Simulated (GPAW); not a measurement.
Consider SiC (Moissanite 3C, F-43m).

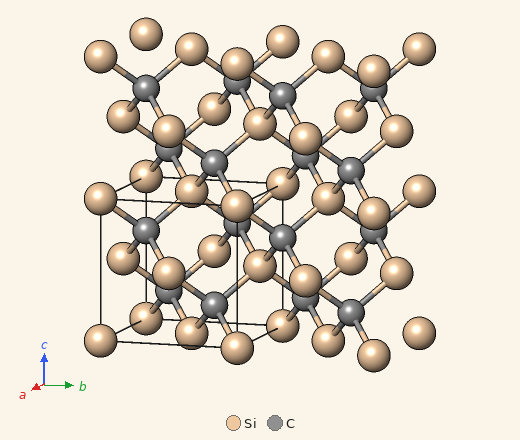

The structure (silicon light orange, carbon grey). Bonds to atoms that aren't drawn are left out. 1×2×2 conventional cells are drawn. Some periodic images of atoms are drawn too.

```xyz
2
Lattice="0.0000 2.1790 2.1790 2.1790 0.0000 2.1790 2.1790 2.1790 0.0000" Properties=species:S:1:pos:R:3 pbc="T T T"
Si    0.0000    0.0000    0.0000
C     3.2685    3.2685    3.2685
```

Absorber: atom 2, with 4 Si at 1.89 Å (tetrahedral, site symmetry -43m). Method: GPAW, PBE, full core hole (charged cell), 16-atom cell with 6.2 Å between holes, 5×5×5 k points, dipole transitions, Gaussian full width 0.9 eV up to 4 eV, rising linearly to 3.5 eV at 25 eV.

What does the C K edge look like?

Main maxima up to 24 eV above the zero (height): 3.2 eV (1.27), 6.1 eV (1.99), 8.4 eV (2.23), 11.4 eV (1.31) and 19.4 eV (1.13). A K edge sees empty p states on the absorber. The total-energy difference plus the lowest empty eigenvalue puts the zero at 288.92 eV. One term is added: -6.71 eV, since the hole is spin-paired here and a spin-polarised one costs that much less in the free atom (computed apart). The photon energy is then 282.21 eV. The functional and the charged cell's background leave an error of a few eV in such absolute values.

The C K spectrum (energy from the lowest empty level; intensity scaled to a mean of 1 over the first 20 eV):

| E (eV) | intensity |
| --- | --- |
| -2.0 | 0.00 |
| -0.5 | 0.00 |
| 1.0 | 0.10 |
| 2.5 | 0.84 |
| 4.0 | 1.13 |
| 5.5 | 1.69 |
| 7.0 | 1.83 |
| 8.5 | 2.21 |
| 10.0 | 1.19 |
| 11.5 | 1.31 |
| 13.0 | 0.49 |
| 14.5 | 0.28 |
| 16.0 | 0.38 |
| 17.5 | 0.61 |
| 19.0 | 1.10 |
| 20.5 | 0.97 |
| 22.0 | 0.75 |
| 23.5 | 0.70 |
| 25.0 | 0.58 |
| 26.5 | 0.54 |

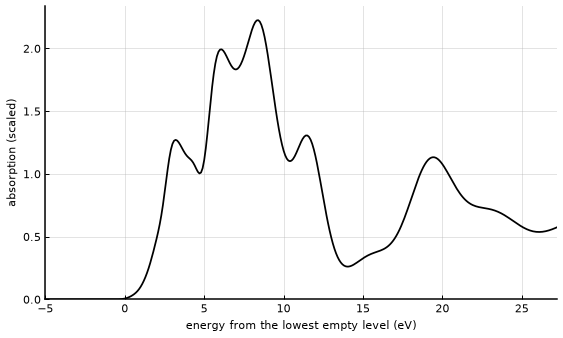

The C K edge.

The holes are only 6.2 Å apart, so the shape is probably not converged with cell size; no larger cell was run here. The mesh is coarse (0.25 Å⁻¹ between points), so small maxima may be mesh ripples. The structure is a published determination, not relaxed.

[Banner, clock and machine lines of the logs are left out without a mark of their own.]

[Logs are printed without paths, hosts, clocks, repeated set-up lines and the standing remarks that a program may print on its own settings, such as how far it seeks lower states.]

[Hosts, paths, dates, database ids (printed as entryN), source tags and the programs' standing remarks are cut or masked in the printed files.]

[Lists of maxima count a maximum above −3 eV only where it reaches 4 % of the highest in the window and stands out from its surroundings by 2 % of it (1.5 % where it reaches 55 %); shoulders and weaker maxima are passed over, and of the rest the first, up to two pre-edge ones and the few strongest are named.]
